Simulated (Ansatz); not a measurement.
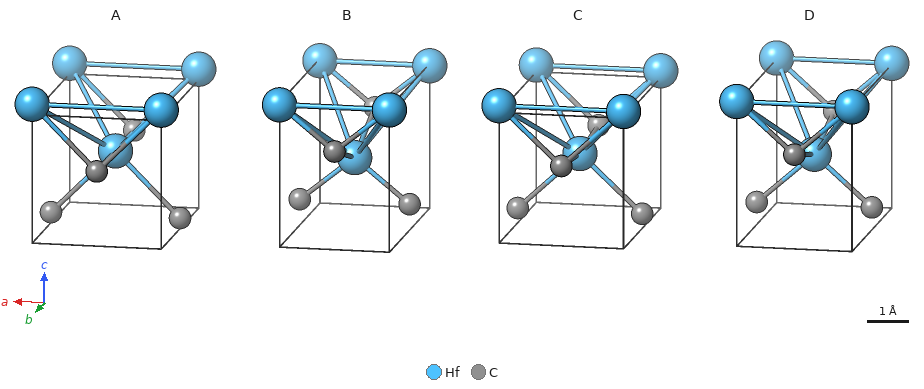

4 geometries from one relaxation of crystalline HfC (a generated structure, set up in Imm2), in shuffled order. Style: ball-and-stick. Shown: the conventional cell (2 times the calculation's cell), from a free direction. Lengths and directions refer to the drawn axes.

The run lets cell and atoms move.

The calculation used Kohn-Sham DFT of a periodic cell, HSE06, Ansatz PAW in Ansatz. Settings: plane-wave cutoff 420 eV; k-point mesh 6 × 6 × 6; occupations fermi-dirac; smearing width 0.05 eV; no spin polarisation; cell and atoms relaxed; force threshold 0.01 eV/Å; at most 40 steps.

> Put them in the order of the run, from the start to the converged end.

B, D, C, A. They are steps 0, 1, 3, 10, at +2226 meV per atom, +1032 meV per atom, +114 meV per atom relative to the last. Over 8 accepted moves (10 points after the start) the energy falls by 2226 meV per atom. Largest force component: 12 eV/Å at the start, under 0.0001 eV/Å at the end. The pressure goes from 66.11 to 0.00 GPa. The SCF was repeated twice at an unchanged geometry on a basis and grid sized afresh for the cell, which shifted the energy by 7.6 meV per atom at most. The largest moves relative to the cell, 0.32 Å, are those of Hf and C atoms. By element the largest moves are Hf 0.32 Å, C 0.32 Å. The drawn cell changes as follows: a 2.793 → 3.282 Å (+17.5 %), b 4.994 → 4.642 Å (−7.1 %), c 3.695 → 3.282 Å (−11.2 %); the volume changes by −3.0 %. Among the contacts that change: C–Hf 2.922 → 2.321 Å, C–Hf 1.795 → 2.321 Å, Hf–Hf 2.793 → 3.282 Å, Hf–Hf 3.695 → 3.282 Å. New bonds form, among them: C–Hf (2.92 → 2.32 Å). Bond angles that change, for instance: Hf–C–Hf 147.9° → 180.0°, Hf–C–Hf 102.2° → 90.0°, Hf–C–Hf 100.0° → 90.0°. The space group (tolerance 0.01 Å) goes from Imm2 (No. 44) to Fm-3m (No. 225).
